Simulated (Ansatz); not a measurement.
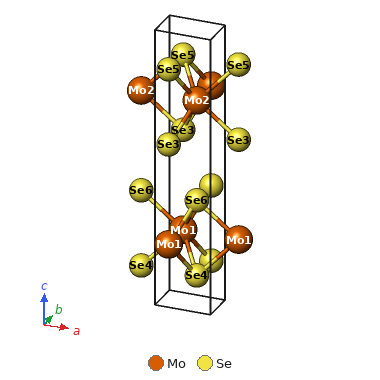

Two computed energy maps of cells of MoSe₂. The picture above is the structure of the first map.

Map 1

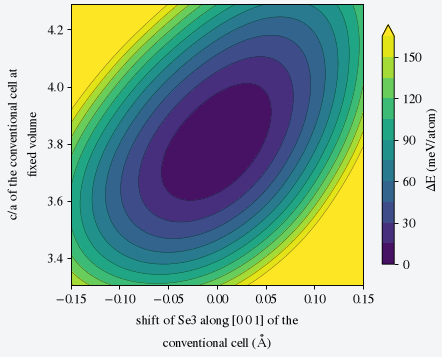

MoSe2 (P6_3/mmc, No. 194; 6 atoms in the cell). 
- The energy is mapped over a free internal coordinate and the cell.
- The first coordinate is: shift of Se3 along [0 0 1] of the conventional cell, Cartesian (0 0 1), its symmetry partners moved as symmetry demands (measured in the relaxed cell); the second: c/a of the conventional cell at fixed volume.
- Nothing is relaxed (all other coordinates fixed).
- Grid: 7 × 7 points.
- Points are written as (first, second).
- All energies are given in meV/atom relative to the lowest grid point.
- The band gap closes in part of the range.
- Method: Ansatz, DFT LDA+D3(BJ), scalar-relativistic, plane waves, PAW. Settings: cutoff 420 eV, k-mesh 12×12×4 in the order of the run's cell vectors, gaussian smearing 0.05 eV, no spin polarisation.

In the figure: filled contours, one colour for all values above the top of the scale. Between grid points the surface is interpolated.

Map 2

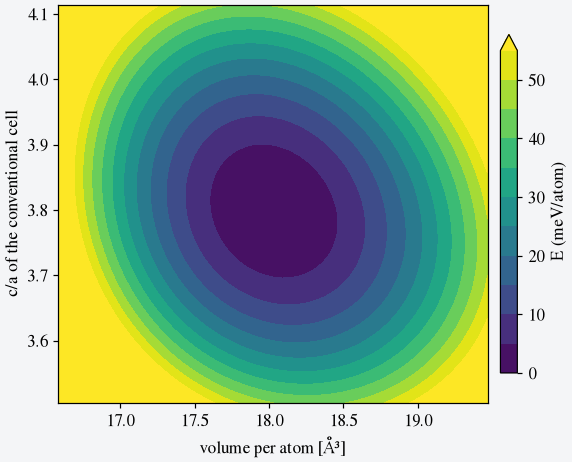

MoSe2 (P6_3/mmc, No. 194; 6 atoms in the cell). The energy is mapped over volume and the cell's shape. Coordinates scanned: (1) volume per atom; (2) c/a of the conventional cell. Nothing is relaxed (fractional coordinates fixed). The grid has 7 × 7 points. Points are written as (first, second). Energies are in meV/atom, from the lowest grid point. The band gap closes in part of the range. Computed with DFT LDA+D3(BJ), scalar-relativistic, plane waves, PAW (Ansatz). Settings: cutoff 420 eV, k-mesh 15×15×4 in the order of the run's cell vectors, gaussian smearing 0.05 eV, no spin polarisation.

The picture shows filled contours, one colour for all values above the top of the scale. Between grid points the surface is interpolated.

**Summarise the maps one by one.**

Map 1: The lowest grid point is at (0.00 Å, 3.797). No other kind of well shows on this grid. The highest grid point, (0.15 Å, 3.304), lies 410 meV/atom above the lowest. Round the minimum the valley is somewhat tilted: raising the first coordinate shifts the best value of the second coordinate upwards (coupling k₁₂/√(k₁₁k₂₂) about −0.5).
Map 2: The lowest grid point is at (18.03 Å³, 3.797). It is the only kind of minimum in the scanned range. The highest grid point, (16.58 Å³, 3.505), lies 134 meV/atom above the lowest. Round the minimum the valley is somewhat tilted: raising volume per atom shifts the best value of c/a of the conventional cell downwards (coupling k₁₂/√(k₁₁k₂₂) about 0.2).

**Maps 1, 2 start from a relaxed reference structure. Do they show a way to lower its energy?**

No. In each of them the reference is the lowest point, within the accuracy of the grid, so it is stable against the distortions scanned (other distortions weren't tried).

PAW datasets: the set soft_1.
